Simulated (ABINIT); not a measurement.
# Pd: positron calculation (part 1 of 2)

Pd (Fm-3m, 1 atom in the cell), computed with Kohn-Sham DFT of a periodic cell, PBE, JTH PAW PBE v2.0, no spin polarisation (ABINIT 10.8.3).

The structure derives from an entry of the Crystallography Open Database.

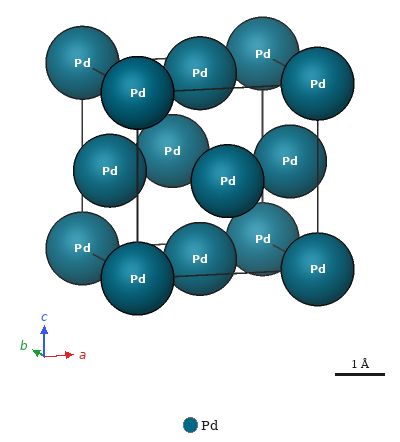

*The structure (spheres-only view of the cell 4 times as large as that of the calculation, set on its symmetry axes, seen slightly off an axis).*

## Input file
```
# Datasets
ndtset 2

# Pseudopotentials
pp_dirpath "./"
pseudos "Pd.GGA_PBE-JTH.xml"

# Structure
acell 3*1.0
rprim
     0.0000000000     3.6783519016     3.6783519016
     3.6783519016     0.0000000000     3.6783519016
     3.6783519016     3.6783519016     0.0000000000
ntypat 1
znucl 46
natom 1
typat 1
xred
            0.0            0.0            0.0

# Plane-wave basis
ecut 16.0
pawecutdg 32.0

# Exchange and correlation
ixc 11

# SCF cycle
nstep 80

# Output
iomode 3
prteig 0
prtebands 0
prtwf 0

# Dataset 1: electrons
kptopt1 1
ngkpt1 8 8 8
nshiftk1 1
shiftk1 0.0 0.0 0.0
nband1 13
occopt1 3
tsmear1 0.00499791
tolvrs1 1.0e-10
prtden1 1

# Dataset 2: positron in the electrons' density
positron2 1
ixcpositron2 31
getden2 1
kptopt2 0
nkpt2 1
kpt2 0.0 0.0 0.0
nband2 1
occopt2 2
occ2 1.0
posocc2 1.0
toldfe2 1.0e-9
optforces2 0
optstress2 0
prtden2 0
```

Machine: 1 thread of Arm Neoverse V2, 24 GiB of memory available, shared host.

Launch command:
```bash
abinit run.abi > log 2>&1
```

## The program's output
```
.Version 10.8.3 of ABINIT
 DATASET    1 : space group Fm -3 m (#225); Bravais cF (face-center cubic)
================================================================================
 Values of the parameters that define the memory need for DATASET  1.
     intxc =       0    ionmov =       0      iscf =      17    lmnmax =      18
     lnmax =       6     mgfft =      20  mpssoang =       3    mqgrid =    3001
     natom =       1  nloc_mem =       2    nspden =       1   nspinor =       1
    nsppol =       1      nsym =      48    n1xccc =       1    ntypat =       1
    occopt =       3   xclevel =       2
       mpw =         314          nfft =        8000          nkpt =          29
 PAW method is used; the additional fine FFT grid is defined by:
   mgfftf=        30    nfftf =     27000
================================================================================
================================================================================

 DATASET    2 : space group Fm -3 m (#225); Bravais cF (face-center cubic)
================================================================================
 Values of the parameters that define the memory need for DATASET  2.
     intxc =       0    ionmov =       0      iscf =      17    lmnmax =      18
     lnmax =       6     mgfft =      20  mpssoang =       3    mqgrid =    3001
     natom =       1  nloc_mem =       2    nspden =       1   nspinor =       1
    nsppol =       1      nsym =      48    n1xccc =       1    ntypat =       1
    occopt =       2   xclevel =       2
       mpw =         154          nfft =        8000          nkpt =           1
 PAW method is used; the additional fine FFT grid is defined by:
   mgfftf=        30    nfftf =     27000
================================================================================
================================================================================

--------------------------------------------------------------------------------
------------- Echo of variables that govern the present computation ------------
--------------------------------------------------------------------------------
 -outvars: echo values of preprocessed input variables --------
            acell      1.0000000000E+00  1.0000000000E+00  1.0000000000E+00 Bohr
              amu      1.06420000E+02
             ecut      1.60000000E+01 Hartree
           getden1          0
           getden2          1
              ixc          11
      ixcpositron1          1
      ixcpositron2         31
           jdtset        1    2
           kptopt1          1
           kptopt2          0
         kptrlatt        8    0    0      0    8    0      0    0    8
          kptrlen1     4.16158012E+01
          kptrlen2     3.00000000E+01
            natom           1
            nband1         13
            nband2          1
           ndtset           2
            ngfft          20      20      20
          ngfftdg          30      30      30
             nkpt1         29
             nkpt2          1
            nstep          80
             nsym          48
           ntypat           1
           occopt1          3
           occopt2          2
        optforces1          2
        optforces2          0
        optstress1          1
        optstress2          0
        pawecutdg      3.20000000E+01 Hartree
         positron1          0
         positron2          1
           prtden1          1
           prtden2          0
        prtebands           0
           prteig           0
            prtwf           0
            rprim      0.0000000000E+00  3.6783519016E+00  3.6783519016E+00
                       3.6783519016E+00  0.0000000000E+00  3.6783519016E+00
                       3.6783519016E+00  3.6783519016E+00  0.0000000000E+00
           shiftk1     0.00000000E+00  0.00000000E+00  0.00000000E+00
           shiftk2     5.00000000E-01  5.00000000E-01  5.00000000E-01
          spgroup         225
           toldfe1     0.00000000E+00 Hartree
           toldfe2     1.00000000E-09 Hartree
           tolvrs1     1.00000000E-10
           tolvrs2     0.00000000E+00
           tsmear1     4.99791000E-03 Hartree
           tsmear2     1.00000000E-02 Hartree
            typat      1
           useylm           1
            znucl       46.00000

================================================================================

 chkinp: Checking input parameters for consistency, jdtset=   1.

 chkinp: Checking input parameters for consistency, jdtset=   2.

================================================================================
== DATASET  1 ==================================================================

--- !DatasetInfo
iteration_state: {dtset: 1, }
dimensions: {natom: 1, nkpt: 29, mband: 13, nsppol: 1, nspinor: 1, nspden: 1, mpw: 314, }
cutoff_energies: {ecut:  16.0, pawecutdg:  32.0, }
electrons: {nelect:   1.80000000E+01, charge:   0.00000000E+00, occopt:   3.00000000E+00, tsmear:   4.99791000E-03, }
meta: {optdriver: 0, ionmov: 0, optcell: 0, iscf: 17, paral_kgb: 0, }
...

 Exchange-correlation functional for the present dataset will be:
  GGA: Perdew-Burke-Ernzerhof functional - ixc=11
  J.P.Perdew, K.Burke, M.Ernzerhof, PRL 77, 3865 (1996)

 Real(R)+Recip(G) space primitive vectors, cartesian coordinates (Bohr,Bohr^-1):
 R(1)=  0.0000000  3.6783519  3.6783519  G(1)= -0.1359304  0.1359304  0.1359304
 R(2)=  3.6783519  0.0000000  3.6783519  G(2)=  0.1359304 -0.1359304  0.1359304
 R(3)=  3.6783519  3.6783519  0.0000000  G(3)=  0.1359304  0.1359304 -0.1359304
 Unit cell volume ucvol=  9.9538209E+01 bohr^3
 Angles (23,13,12)=  6.00000000E+01  6.00000000E+01  6.00000000E+01 degrees

 Coarse grid specifications (used for wave-functions):

 getcut: wavevector=  0.0000  0.0000  0.0000  ngfft=  20  20  20
         ecut(hartree)=     16.000   => boxcut(ratio)=   2.13519

 Fine grid specifications (used for densities):

 getcut: wavevector=  0.0000  0.0000  0.0000  ngfft=  30  30  30
         ecut(hartree)=     32.000   => boxcut(ratio)=   2.26723

 getcut : COMMENT -
  Note that boxcut > 2.2 ; recall that boxcut=Gcut(box)/Gcut(sphere) = 2
  is sufficient for exact treatment of convolution.
  Such a large boxcut is a waste : you could raise ecut
  e.g. ecut=   41.122523 Hartrees makes boxcut=2

--- Pseudopotential description ------------------------------------------------
- pspini: atom type   1  psp file is ./Pd.GGA_PBE-JTH.xml
 Pseudopotential format is: paw10
 basis_size (lnmax)=  6 (lmn_size= 18), orbitals=   0   0   1   1   2   2
 Spheres core radius: rc_sph= 2.51164926
 Shapefunction is SIN type: shapef(r)=[sin(pi*r/rshp)/(pi*r/rshp)]**2
 Radius for shape functions =  2.51164926
 Compensation charge density is not taken into account in XC energy/potential

   8.19652814E+02                                ecore*ucvol(ha*bohr**3)
--------------------------------------------------------------------------------

================================================================================

--- !BeginCycle
iteration_state: {dtset: 1, }
solver: {iscf: 17, nstep: 80, nline: 4, wfoptalg: 10, }
tolerances: {tolvrs: 1.00E-10, }
...

     iter   Etot(hartree)      deltaE(h)  residm     nres2
 ETOT  1  -124.76889250839    -1.248E+02 5.260E+01 7.971E+01
 ETOT  2  -129.02687476265    -4.258E+00 6.641E-02 7.927E+01
 ETOT  3  -128.82586791070     2.010E-01 1.251E-01 1.354E+01
 ETOT  4  -128.82262720131     3.241E-03 2.213E-02 2.977E+00
 ETOT  5  -128.82428225346    -1.655E-03 1.781E-02 2.964E+00
 ETOT  6  -128.82127524315     3.007E-03 3.333E-03 1.669E+00
 ETOT  7  -128.81893223648     2.343E-03 5.902E-04 2.841E-01
 ETOT  8  -128.81918878524    -2.565E-04 5.507E-04 2.475E-01
 ETOT  9  -128.81913040556     5.838E-05 2.340E-04 2.183E-01
 ETOT 10  -128.81898910413     1.413E-04 1.564E-04 1.316E-01
 ETOT 11  -128.82085393105    -1.865E-03 3.844E-03 1.610E+00
 ETOT 12  -128.81978318642     1.071E-03 3.181E-04 8.606E-01
 ETOT 13  -128.81929559285     4.876E-04 8.506E-05 4.638E-01
 ETOT 14  -128.81954080304    -2.452E-04 8.317E-05 6.086E-01
 ETOT 15  -128.81940157794     1.392E-04 2.852E-05 5.130E-01
 ETOT 16  -128.81871604276     6.855E-04 5.900E-04 6.195E-03
 ETOT 17  -128.81879028372    -7.424E-05 1.883E-05 9.140E-03
 ETOT 18  -128.81881503870    -2.475E-05 3.974E-05 2.459E-02
 ETOT 19  -128.81881685888    -1.820E-06 1.610E-05 2.628E-02
 ETOT 20  -128.81882671555    -9.857E-06 8.859E-06 2.997E-02
 ETOT 21  -128.81878831254     3.840E-05 2.236E-05 1.313E-02
 ETOT 22  -128.81877971568     8.597E-06 3.818E-05 2.960E-03
 ETOT 23  -128.81878930860    -9.593E-06 1.917E-05 6.520E-03
 ETOT 24  -128.81878586656     3.442E-06 1.715E-05 3.998E-03
 ETOT 25  -128.81878418027     1.686E-06 1.324E-05 9.970E-04
 ETOT 26  -128.81878138953     2.791E-06 1.165E-05 2.201E-04
 ETOT 27  -128.81878190098    -5.115E-07 3.617E-05 1.029E-04
 ETOT 28  -128.81878182113     7.986E-08 1.689E-05 4.362E-05
 ETOT 29  -128.81878176332     5.781E-08 3.786E-05 1.528E-06
 ETOT 30  -128.81878177410    -1.078E-08 1.807E-05 1.107E-06
 ETOT 31  -128.81878177262     1.482E-09 4.117E-05 1.229E-07
 ETOT 32  -128.81878177276    -1.397E-10 1.962E-05 5.076E-10
 ETOT 33  -128.81878177277    -9.663E-12 4.488E-05 1.292E-09
 ETOT 34  -128.81878177279    -2.029E-11 2.111E-05 2.482E-10
 ETOT 35  -128.81878177278     5.485E-12 4.835E-05 9.989E-12

 At SCF step   35       nres2   =  9.99E-12 < tolvrs=  1.00E-10 =>converged.

 Cartesian components of stress tensor (hartree/bohr^3)
  sigma(1 1)= -2.00138775E-04  sigma(3 2)=  0.00000000E+00
  sigma(2 2)= -2.00138775E-04  sigma(3 1)=  0.00000000E+00
  sigma(3 3)= -2.00138775E-04  sigma(2 1)=  0.00000000E+00

--- !ResultsGS
iteration_state: {dtset: 1, }
comment   : Summary of ground state results
lattice_vectors:
- [  0.0000000,   3.6783519,   3.6783519, ]
- [  3.6783519,   0.0000000,   3.6783519, ]
- [  3.6783519,   3.6783519,   0.0000000, ]
lattice_lengths: [   5.20198,    5.20198,    5.20198, ]
lattice_angles: [ 60.000,  60.000,  60.000, ] # degrees, (23, 13, 12)
lattice_volume:   9.9538209E+01
convergence: {deltae:  5.485E-12, res2:  9.989E-12, residm:  4.835E-05, diffor: null, }
etotal    :  -1.28818782E+02
entropy   :   0.00000000E+00
fermie    :   4.35672963E-01
cartesian_stress_tensor: # hartree/bohr^3
- [ -2.00138775E-04,   0.00000000E+00,   0.00000000E+00, ]
- [  0.00000000E+00,  -2.00138775E-04,   0.00000000E+00, ]
- [  0.00000000E+00,   0.00000000E+00,  -2.00138775E-04, ]
pressure_GPa:   5.8883E+00
xred      :
- [  0.0000E+00,   0.0000E+00,   0.0000E+00, Pd]
cartesian_forces: # hartree/bohr
- [ -0.00000000E+00,  -0.00000000E+00,  -0.00000000E+00, ]
force_length_stats: {min:   0.00000000E+00, max:   0.00000000E+00, mean:   0.00000000E+00, }
...

 Integrated electronic density in atomic spheres:
 ------------------------------------------------
 Atom  Sphere_radius  Integrated_density
    1        2.51165         16.92081991

================================================================================

 ----iterations are completed or convergence reached----

 Mean square residual over all n,k,spin=   12.837E-08; max=  48.353E-06
 reduced coordinates (array xred) for    1 atoms
       0.000000000000      0.000000000000      0.000000000000
 rms dE/dt=  0.0000E+00; max dE/dt=  0.0000E+00; dE/dt below (all hartree)
    1       0.000000000000      0.000000000000      0.000000000000

 cartesian coordinates (angstrom) at end:
    1      0.00000000000000     0.00000000000000     0.00000000000000
```
